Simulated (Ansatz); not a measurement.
**Geometry relaxation of TiAl**

- system: TiAl (2 atoms in the cell)
- method: DFT PBEsol, scalar-relativistic, plane waves, PAW, no spin polarisation (Ansatz 0.2.0)

The structure derives from a Materials Project entry. Figures and captions count atoms from 1; the log counts them from 0 in places.

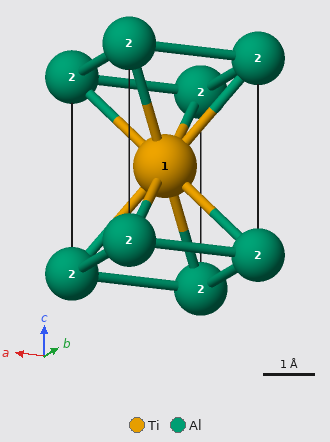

Figure 1. The input geometry (ball-and-stick view of the cell of the calculation, seen at an oblique angle; atoms are numbered from 1 in the order of the input). An atom can appear more than once, as a periodic image. Near neighbours in the periodic cell (some may lie outside the picture): Ti has 8 Al at 2.84 Å and 4 Ti at 2.81 Å; Al has 4 Al at 2.81 Å and 8 Ti at 2.84 Å.

### Summary

- outcome: converged
- space group (tolerance 0.01 Å): P4/mmm (123)
- electrons treated: 15
- free energy: −2999.2702 eV
- Fermi energy: 11.248 eV
- gap on the k-point mesh: none (metallic)
- pressure: −0.04 GPa
- final volume: 31.56 Å³
- largest force (length of the vector) at the end: under 0.001 eV/Å
- final cell: a = 2.795 Å, b = 2.795 Å, c = 4.041 Å, α = 90.00°, β = 90.00°, γ = 90.00°
- hardware: 1 thread of Intel Xeon @ 2.50GHz (Skylake/Cascade Lake), 32 GiB of memory available, shared host
- wall time: 20 s
- peak memory: 0.45 GiB

### The input
```yaml
crystal:
  lattice:
    - [2.81075181, 0.0, 0.0]
    - [0.0, 2.81075181, 0.0]
    - [0.0, 0.0, 4.06642192]
  atoms:
    - { symbol: Ti, position: [0.5, 0.5, 0.5] }
    - { symbol: Al, position: [0.0, 0.0, 0.0] }
basis:
  ecutwfc: 420
kpoints:
  mp_grid: { grid: [14, 14, 10] }
hamiltonian:
  xc: pbesol
scf:
  occupations: { method: gaussian, width: 0.1 }
output:
  forces: true
  stress: true
  eigenvalues: true
  write_density: true
  write_potential: true
  elf: true
  volumetric_format: npy
relax:
  adjacent_minimum: "off"
  f_tol: 0.005
  max_steps: 80
  cell: { stress_tol: 0.05 }
```

Launched with:
```bash
ansatz run input.yaml --threads 1 --pin off --max-ram 2560MiB --backend cpu --events-out ev --progress --plain --runs-dir out
```

### The program's output
```
Engine: ansatz 0.2.0, x86_64-unknown-linux-gnu
Pseudopotentials: kind: paw
Pseudopotential: Ti, paw, valence charge 12, recommended cutoff 420 eV (normal), Ti.paw.azcp
Pseudopotential: Al, paw, valence charge 3, recommended cutoff 420 eV (normal), Al.paw.azcp
Functional definition: PBEsol
  exchange = pbesol_x
  correlation = pbesol_c
Crystal: 2 atoms, lattice volume = 32.126 Å³
Basis set: ecut = 420 eV, 649 PW (Γ), exchange–correlation on 40×40×60 points (8 copies of the dense FFT grid, shifted against one another)
Bands: 12, of which v1, the nominal top of the filled ones, is band 8 counted from 1 (7 counted from 0)
Symmetry: 16 space group operations
Space group: P4/mmm (ITA 123), of the structure as read, at distance tolerance 3.2e-5 Å
k-points: 216 of 1960
Non-local potential: Ti, projectors of the file, l = 0: 3, l = 1: 2, l = 2: 3, l = 3: 1
Non-local potential: Al, projectors of the file, l = 0: 2, l = 1: 2, l = 2: 1
PAW form: soft (Blöchl's): semilocal exchange-correlation on the pseudo side does not see the compensation charge
PAW frozen core: Ti, regenerated for the run's functional, and the local potential with it (the file was generated under x = pbe(κ = 0.804, μ = 0.2195149727645171), c = pbe(β = 0.06672455060314922))
PAW frozen core: Al, regenerated for the run's functional, and the local potential with it (the file was generated under x = pbe(κ = 0.804, μ = 0.2195149727645171), c = pbe(β = 0.06672455060314922))
PAW one-centre angular grid: Ti, 590 points (default); XC on 64 Gauss nodes
PAW one-centre angular grid: Al, 110 points (default); XC on 64 Gauss nodes
Initial density: superposition of atomic densities (neutral atoms: chi_scale 0, normalization atom), corrected by the library's trained network
Initial wavefunctions: pseudopotential atomic-orbital guess
Functional: x = pbesol(κ = 0.804, μ = 0.12345679012345678), c = pbesol(β = 0.046)
SCF iter   1: F=—  HF=-2999.267978 eV  |F-HF|=—  |Δ(HF+E_count)|=         —  Δρ=4.54e-3  dr2=4.65e-3  ethr=1.77e-3  ⟨swp⟩=4.9  Hψ=13078  notcnv=0
preconditioner: auto → none  [metal: Δε(μ)=0.034 eV  Ē_g=5.343 eV  σ=0.100 eV  W_gap=0.19  n_scr=6 (ndim 8)  ℏωp=17.3 eV  f_vac=0.000  D(μ)=1.70/eV (n_scr^D=16)  sad-step TF]
SCF iter   2: F=—  HF=-2999.266783 eV  |F-HF|=—  |Δ(HF+E_count)|=   1.19e-3  Δρ=2.21e-3  dr2=1.77e-3  ethr=3.10e-5  ⟨swp⟩=1.5  Hψ=4808  notcnv=0
SCF iter   3: F=—  HF=-2999.266383 eV  |F-HF|=—  |Δ(HF+E_count)|=   4.00e-4  Δρ=3.60e-4  dr2=4.08e-5  ethr=1.18e-5  ⟨swp⟩=2.1  Hψ=3390  notcnv=0
SCF iter   4: F=—  HF=-2999.266365 eV  |F-HF|=—  |Δ(HF+E_count)|=   1.80e-5  Δρ=1.20e-4  dr2=4.24e-6  ethr=2.72e-7  ⟨swp⟩=2.1  Hψ=3419  notcnv=0
SCF iter   5: F=—  HF=-2999.266365 eV  |F-HF|=—  |Δ(HF+E_count)|=   3.55e-7  Δρ=4.00e-5  dr2=4.65e-7  ethr=2.83e-8  ⟨swp⟩=1.1  Hψ=2571  notcnv=0
SCF iter   6: F=-2999.266364 eV  HF=-2999.266364 eV  |F-HF|=3.71e-9  |Δ(HF+E_count)|=   3.86e-8  Δρ=6.90e-6  dr2=1.13e-8  ethr=6.67e-10  ⟨swp⟩=7.2  Hψ=11616  notcnv=0
SCF 1 converged in 6 iterations: F = -2999.266364 eV  dr2 = 1.13e-8
  greatest PAW one-centre occupation: 0.999 electrons in one spin orbital (limit 2), on the Ti atom at site 0 (counted from 0), in its partial waves of l = 0
relax step   1: F+E_penalty+E_count = -2999.26636447 eV  Δ(F+E_penalty+E_count) = +0.000e0 eV  max|allowed force component| = 1.311e-29 eV/Å  Δτ_max = 0.0000 Å  P = -2.106 GPa  Ω = 32.126 Å³  (6 SCF iters, dr2 threshold 1.00e-7 eV, accepted)
Crystal: 2 atoms, lattice volume = 31.210 Å³
Basis set: ecut = 420 eV, 617 PW (Γ), exchange–correlation on 40×40×60 points (8 copies of the dense FFT grid, shifted against one another)
Initial density: handed on by an earlier stage of this run
Initial wavefunctions: those handed on with the density
iter 1 solved again at ethr=2.86e-6 eV; its pass at ethr=3.10e-3 eV (dr2=4.29e-4 eV) is discarded
SCF iter   1: F=—  HF=-2999.269194 eV  |F-HF|=—  |Δ(HF+E_count)|=         —  Δρ=1.01e-3  dr2=4.42e-4  ethr=2.86e-6  ⟨swp⟩=1.9  Hψ=16659  notcnv=0
preconditioner: auto → none  [metal: Δε(μ)=0.017 eV  Ē_g=5.468 eV  σ=0.100 eV  W_gap=0.10  n_scr=6 (ndim 8)  ℏωp=17.6 eV  f_vac=0.000  D(μ)=1.64/eV (n_scr^D=14)]
SCF iter   2: F=—  HF=-2999.268999 eV  |F-HF|=—  |Δ(HF+E_count)|=   1.96e-4  Δρ=3.99e-4  dr2=3.13e-5  ethr=2.86e-6  ⟨swp⟩=2.0  Hψ=3335  notcnv=0
SCF iter   3: F=—  HF=-2999.268984 eV  |F-HF|=—  |Δ(HF+E_count)|=   1.48e-5  Δρ=1.06e-4  dr2=2.38e-6  ethr=2.08e-7  ⟨swp⟩=2.2  Hψ=3099  notcnv=0
iter 4 did not close the SCF: its close was put off for the readings that it lacked (scf_convergence_deferred on its scf_iter line)
SCF iter   4: F=-2999.268983 eV  HF=-2999.268983 eV  |F-HF|=7.38e-9  |Δ(HF+E_count)|=   8.69e-7  Δρ=9.60e-6  dr2=1.53e-8  ethr=1.58e-8  ⟨swp⟩=2.0  Hψ=3349  notcnv=0
iter 5 did not close the SCF: its close was put off for the readings that it lacked (scf_convergence_deferred on its scf_iter line)
SCF iter   5: F=-2999.268983 eV  HF=-2999.268983 eV  |F-HF|=2.86e-10  |Δ(HF+E_count)|=   9.21e-9  Δρ=2.04e-6  dr2=9.23e-10  ethr=1.02e-10  ⟨swp⟩=2.7  Hψ=4293  notcnv=0
SCF iter   6: F=-2999.268983 eV  HF=-2999.268983 eV  |F-HF|=9.09e-12  |Δ(HF+E_count)|=  3.09e-11  Δρ=1.83e-7  dr2=1.14e-11  ethr=6.15e-12  ⟨swp⟩=3.9  Hψ=10311  notcnv=0
SCF 2 converged in 6 iterations: F = -2999.268983 eV  dr2 = 1.14e-11
relax step   2: F+E_penalty+E_count = -2999.26898326 eV  Δ(F+E_penalty+E_count) = -2.619e-3 eV  max|allowed force component| = 1.738e-30 eV/Å  Δτ_max = 0.0000 Å  P = +1.346 GPa  Ω = 31.210 Å³  energy of the carried Pulay correction = +2.178e-4 eV  (6 SCF iters, dr2 threshold 2.00e-7 eV, accepted)
Crystal: 2 atoms, lattice volume = 31.561 Å³
iter 1 solved again at ethr=4.18e-7 eV; its pass at ethr=3.10e-3 eV (dr2=6.27e-5 eV) is discarded
SCF iter   1: F=—  HF=-2999.270356 eV  |F-HF|=—  |Δ(HF+E_count)|=         —  Δρ=3.92e-4  dr2=6.80e-5  ethr=4.18e-7  ⟨swp⟩=2.0  Hψ=16509  notcnv=0
preconditioner: auto → none  [metal: Δε(μ)=0.020 eV  Ē_g=5.412 eV  σ=0.100 eV  W_gap=0.11  n_scr=6 (ndim 8)  ℏωp=17.5 eV  f_vac=0.000  D(μ)=1.66/eV (n_scr^D=14)]
SCF iter   2: F=—  HF=-2999.270327 eV  |F-HF|=—  |Δ(HF+E_count)|=   2.92e-5  Δρ=1.57e-4  dr2=4.85e-6  ethr=4.18e-7  ⟨swp⟩=2.0  Hψ=3344  notcnv=0
SCF iter   3: F=—  HF=-2999.270324 eV  |F-HF|=—  |Δ(HF+E_count)|=   2.78e-6  Δρ=4.16e-5  dr2=3.82e-7  ethr=3.23e-8  ⟨swp⟩=2.3  Hψ=3120  notcnv=0
iter 4 did not close the SCF: its close was put off for the readings that it lacked (scf_convergence_deferred on its scf_iter line)
SCF iter   4: F=-2999.270324 eV  HF=-2999.270324 eV  |F-HF|=1.04e-9  |Δ(HF+E_count)|=   1.41e-7  Δρ=3.80e-6  dr2=2.59e-9  ethr=2.55e-9  ⟨swp⟩=2.0  Hψ=3343  notcnv=0
iter 5 did not close the SCF: its close was put off for the readings that it lacked (scf_convergence_deferred on its scf_iter line)
SCF iter   5: F=-2999.270324 eV  HF=-2999.270324 eV  |F-HF|=2.91e-11  |Δ(HF+E_count)|=   1.30e-9  Δρ=7.07e-7  dr2=1.06e-10  ethr=1.73e-11  ⟨swp⟩=2.6  Hψ=3876  notcnv=0
SCF iter   6: F=-2999.270324 eV  HF=-2999.270324 eV  |F-HF|=9.09e-13  |Δ(HF+E_count)|=  5.46e-12  Δρ=7.15e-8  dr2=1.97e-12  ethr=1.00e-12  ⟨swp⟩=3.8  Hψ=9844  notcnv=0
SCF 3 converged in 6 iterations: F = -2999.270324 eV  dr2 = 1.97e-12
relax step   3: F+E_penalty+E_count = -2999.27032381 eV  Δ(F+E_penalty+E_count) = -1.341e-3 eV  max|allowed force component| = 7.987e-30 eV/Å  Δτ_max = 0.0000 Å  P = -0.034 GPa  Ω = 31.561 Å³  energy of the carried Pulay correction = +1.336e-4 eV  (6 SCF iters, dr2 threshold 2.00e-7 eV, accepted)
Initial wavefunctions: pseudopotential atomic-orbital guess (no wavefunctions were taken with the density)
iter 1 solved again at ethr=3.59e-9 eV; its pass at ethr=3.10e-3 eV (dr2=5.38e-7 eV) is discarded
SCF iter   1: F=—  HF=-2999.270204 eV  |F-HF|=—  |Δ(HF+E_count)|=         —  Δρ=1.25e-5  dr2=5.53e-9  ethr=3.59e-9  ⟨swp⟩=3.0  Hψ=20635  notcnv=0
preconditioner: auto → none  [metal: Δε(μ)=0.020 eV  Ē_g=5.414 eV  σ=0.100 eV  W_gap=0.11  n_scr=6 (ndim 8)  ℏωp=17.5 eV  f_vac=0.000  D(μ)=1.66/eV (n_scr^D=14)]
SCF iter   2: F=—  HF=-2999.270204 eV  |F-HF|=—  |Δ(HF+E_count)|=   6.05e-7  Δρ=6.14e-6  dr2=1.71e-9  ethr=3.69e-11  ⟨swp⟩=2.2  Hψ=4007  notcnv=0
SCF iter   3: F=—  HF=-2999.270204 eV  |F-HF|=—  |Δ(HF+E_count)|=   2.85e-9  Δρ=1.07e-6  dr2=9.24e-10  ethr=1.14e-11  ⟨swp⟩=2.0  Hψ=3321  notcnv=0
SCF iter   4: F=—  HF=-2999.270204 eV  |F-HF|=—  |Δ(HF+E_count)|=  2.18e-10  Δρ=3.85e-7  dr2=9.38e-11  ethr=6.16e-12  ⟨swp⟩=2.0  Hψ=3206  notcnv=0
iter 5 did not close the SCF: its close was put off for the readings that it lacked (scf_convergence_deferred on its scf_iter line)
SCF iter   5: F=-2999.270204 eV  HF=-2999.270204 eV  |F-HF|=5.00e-12  |Δ(HF+E_count)|=  1.91e-11  Δρ=1.34e-7  dr2=8.09e-12  ethr=1.00e-12  ⟨swp⟩=1.1  Hψ=2632  notcnv=0
SCF iter   6: F=-2999.270204 eV  HF=-2999.270204 eV  |F-HF|=0.00e0  |Δ(HF+E_count)|=  4.55e-13  Δρ=8.02e-9  dr2=1.03e-14  ethr=1.00e-12  ⟨swp⟩=3.5  Hψ=8592  notcnv=0
SCF 4 converged in 6 iterations: F = -2999.270204 eV  dr2 = 1.03e-14
relax step   4: F+E_penalty+E_count = -2999.27020438 eV  Δ(F+E_penalty+E_count) = +1.194e-4 eV  max|allowed force component| = 4.733e-30 eV/Å  Δτ_max = 0.0000 Å  P = -0.042 GPa  Ω = 31.561 Å³  stress off target by 4.36e-2 GPa  SCF on the basis re-selected at this cell (its energy is not comparable with the rows above)  (6 SCF iters)
```

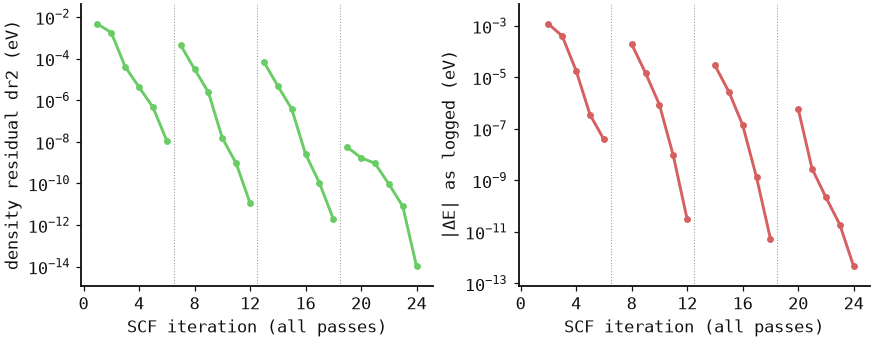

Figure 2. Convergence of the self-consistent field: density residual dr2 and size of the energy change against the SCF iteration. The dotted lines part the SCF passes of the relaxation: geometry steps, rejected trials and re-solves on a re-selected basis. The passes take 6, 6, 6 and 6 iterations.

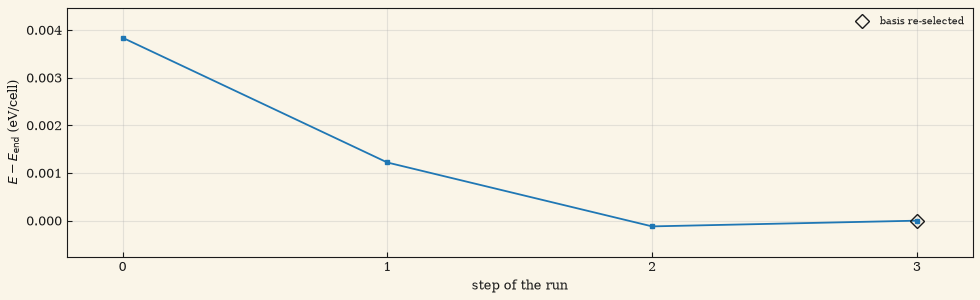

Figure 3. Progress of the relaxation, step by step (the first geometry is step 0 here and step 1 in the log).

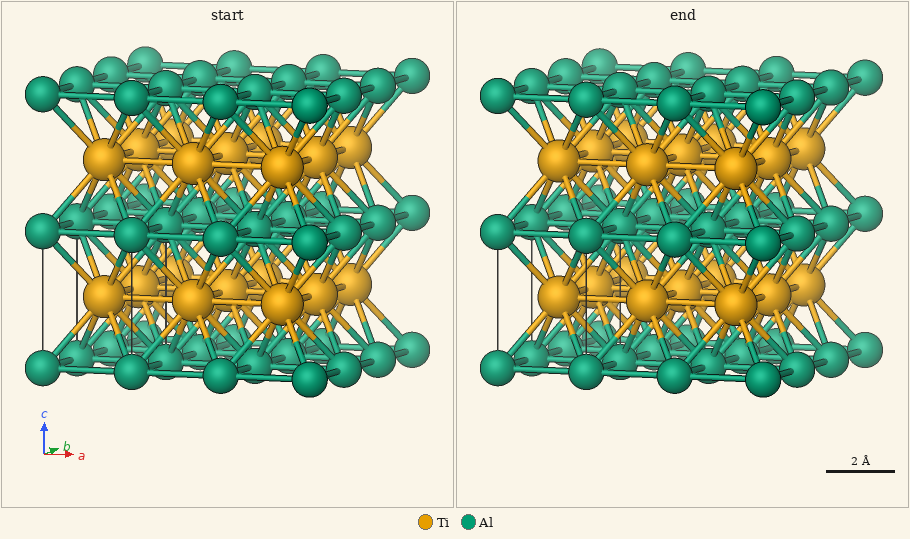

Figure 4. Before (left) and after (right) the relaxation, at one scale (ball-and-stick view of the cell of the calculation, repeated 3 × 3 × 2, seen slightly off an axis). The atoms keep their places relative to the cell (all moves are under 0.005 Å). The drawn cell changes as follows: a = b 2.811 → 2.795 Å (−0.6 %), c 4.066 → 4.041 Å (−0.6 %); the volume changes by −1.8 %. Among the contacts that change: Ti1–Al2 2.843 → 2.826 Å, Ti1–Ti1 2.811 → 2.795 Å, Al2–Al2 2.811 → 2.795 Å. The space group stays P4/mmm (No. 123). The energy falls by 4.0 meV per cell of the calculation in 2 geometry steps. All forces vanish by symmetry, so only the cell relaxes. The pressure goes from −2.11 to −0.04 GPa. A last SCF at the same geometry on a re-selected plane-wave basis shifts the energy by +0.1 meV per cell of the calculation. (Atoms are counted from 1 in the order of the input.)

```
basis re-selected at this cell: Δ(F+E_penalty+E_count) = +1.194e-4 eV, ΔP = -0.008 GPa vs the last step (what re-selecting the basis moved, of the pressure what is left beyond the Pulay correction that the steps carried, after the strain that the cell walked since its last selection, with what the two solves' SCF thresholds leave and, on support functions, any second-order correction that the steps lacked; it is no measure of the basis error at this ecutwfc). This SCF's stress stands 4.36e-2 GPa from its target on what of the cell is left free (relax.cell.stress_tol is 5.00e-2 GPa) and its largest allowed force component is 4.73e-30 eV/Å (relax.f_tol is 5.00e-3 eV/Å): within both
SCF converged after 6 iterations
Free energy (F): -2999.270204 eV
Harris-Foulkes:  -2999.270204 eV  (|F-HF|=0.00e0)
Internal energy: -2999.261885 eV  (E = F + TS)
E sigma→0 (E₀):  -2999.266045 eV
Entropy (-TS):   -0.008319 eV (-4.160 meV/atom)
Fermi energy:    11.248364 eV
--- Per-component energies (eV) ---
  E_band       = -159.270062
  E_kinetic    = 297.384587
  E_local      = -1065.215470  (includes V_loc(G=0)·N_el)
  E_nonlocal   = 20.563730
  E_hartree    = 457.394944
  E_xc         = -136.988351
  E_vxc        = -151.815311  (∫ρ·V_xc dr)
  E_paw        = -1477.925503  (= ΣΔE_a)
  E_vpaw       = -174.977600  (= ΣTr[D̂ρ^β])
  E_aug_tail   = 0.000116  (compensation charges beyond the density's cutoff)
  E_ewald      = -1094.634461
  E_core_change = 0.158523  (= ΣΔE_core)
  E_smearing   = -0.008319  (= −TS)
  E_closure    = -0.000000  (closes the sum)
  Σ components = -2999.270204   (vs F -2999.270204, Δ=0.00e0)
--- Forces (eV/Å), atoms counted from 1 ---
  atom   1  Ti     0.00000000     0.00000000     0.00000000
  atom   2  Al    -0.00000000     0.00000000     0.00000000
  max |Σ_I F_I| component: 9.47e-30 eV/Å
--- Stress (GPa, compression-positive) ---
       -0.043593       0.000000       0.000000
        0.000000      -0.043593       0.000000
        0.000000       0.000000      -0.038763
  P = ⅓ Tr σ = -0.0420 GPa (-0.420 kbar)
--- Band table (eV; the first three rows and the last of 216) ---
  k-point 0: bands = ["-45.0603", "-21.5685", "-21.1037", "-21.1037", "2.0933", "9.3002", "10.3670", "10.8907", "13.4865", "13.4865", "14.6579", "17.5960"]
  k-point 1: bands = ["-45.0602", "-21.5704", "-21.1036", "-21.1036", "2.1873", "8.8953", "10.3828", "11.0875", "13.4483", "13.4483", "14.6592", "17.8938"]
  k-point 2: bands = ["-45.0600", "-21.5754", "-21.1035", "-21.1035", "2.4604", "8.0457", "10.4249", "11.3990", "13.3525", "13.3525", "14.6627", "18.6648"]
  k-point 215: bands = ["-44.9282", "-21.5577", "-21.5577", "-21.4543", "8.6259", "8.9319", "8.9319", "13.1942", "13.4401", "13.9455", "15.5265", "15.5265"]
--- Relaxed structure (3 steps of the walk, 3 accepted, 1 SCFs on fresh bases) ---
  F+E_penalty+E_count = -2999.27020438 eV   max|allowed force component| = 4.733e-30 eV/Å   (the final SCF, on the basis selected at the relaxed cell)
  cell:  # Å, volume = 31.5612 Å³
    - [2.794636019487557, 1.7028530545607093e-34, 0.0]
    - [1.7028530545607093e-34, 2.794636019487557, 0.0]
    - [0.0, 0.0, 4.0411369869956015]
  atoms:
    - { symbol: Ti, position: [0.5, 0.5, 0.5] }
    - { symbol: Al, position: [2.7408039906408325e-34, 8.364269990969337e-39, 0.0] }
```

### Trajectory as extended XYZ (Å, eV, eV/Å), 4 frames, from step=1 to step=4
```
2
Lattice="2.8108 0.0000 0.0000 0.0000 2.8108 0.0000 0.0000 0.0000 4.0664" Properties=species:S:1:pos:R:3:forces:R:3 step=1 energy=-2999.26636 pressure_GPa=-2.11
Ti    1.4054    1.4054    2.0332    0.0000   0.0000   0.0000
Al    0.0000    0.0000    0.0000    0.0000   0.0000   0.0000
2
Lattice="2.7847 0.0000 0.0000 0.0000 2.7847 0.0000 0.0000 0.0000 4.0248" Properties=species:S:1:pos:R:3:forces:R:3 step=2 energy=-2999.26898 pressure_GPa=1.35
Ti    1.3924    1.3924    2.0124    0.0000   0.0000   0.0000
Al    0.0000    0.0000    0.0000    0.0000   0.0000   0.0000
2
Lattice="2.7946 0.0000 0.0000 0.0000 2.7946 0.0000 0.0000 0.0000 4.0411" Properties=species:S:1:pos:R:3:forces:R:3 step=3 energy=-2999.27032 pressure_GPa=-0.03
Ti    1.3973    1.3973    2.0206    0.0000   0.0000   0.0000
Al    0.0000    0.0000    0.0000    0.0000   0.0000   0.0000
2
Lattice="2.7946 0.0000 0.0000 0.0000 2.7946 0.0000 0.0000 0.0000 4.0411" Properties=species:S:1:pos:R:3:forces:R:3 step=4 energy=-2999.27020 pressure_GPa=-0.04
Ti    1.3973    1.3973    2.0206    0.0000   0.0000   0.0000
Al    0.0000    0.0000    0.0000    0.0000   0.0000   0.0000
```

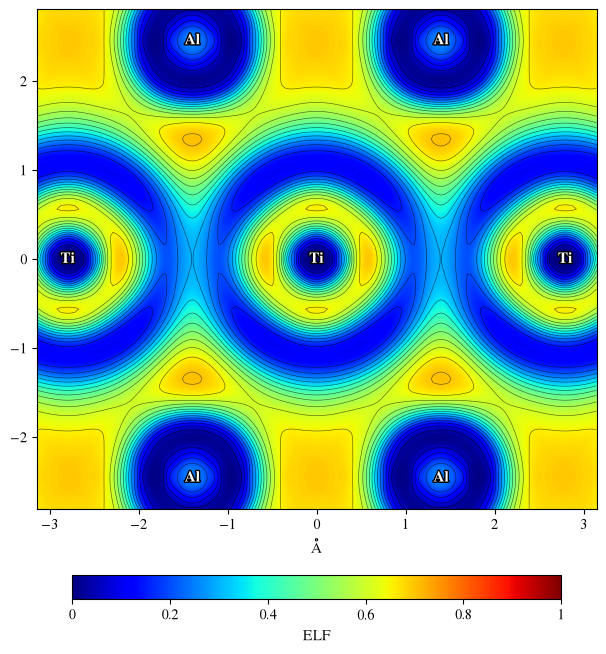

Figure 5. ELF on the (011) plane of the conventional cell. Ti–Ti (2.79 Å): the ELF is about 0.30 at the midpoint; no localised pair between them. Al–Al (2.79 Å): the ELF peaks at about 0.70 between the atoms. Ti–Al (2.83 Å): the ELF is about 0.35 at the midpoint (metallic bonding. The strong features right at Ti lie inside the PAW spheres (semicore, d or f shells) and say nothing about bonding. Core electrons are frozen (PAW), so the fields are smoothed inside the atomic spheres.

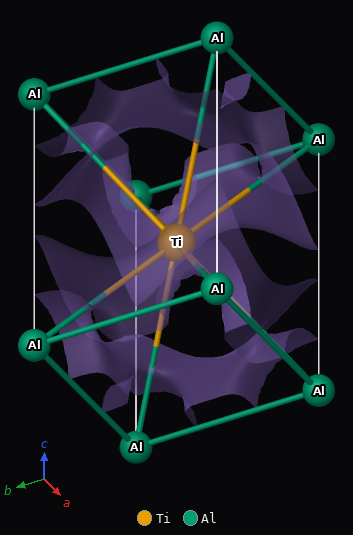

Figure 6. Isosurface of the ELF at 0.6 (purple), seen at an oblique angle. Only the valence region is drawn (cores and ρ < 0.01 e/Å³ removed). Sticks mark near contacts. The outline is the cell set on symmetry axes. Along the contacts the grid gives the following. Ti–Ti (2.79 Å): the ELF is about 0.30 at the midpoint (no localised pair between them). Al–Al (2.79 Å): the ELF peaks at about 0.70 between the atoms.
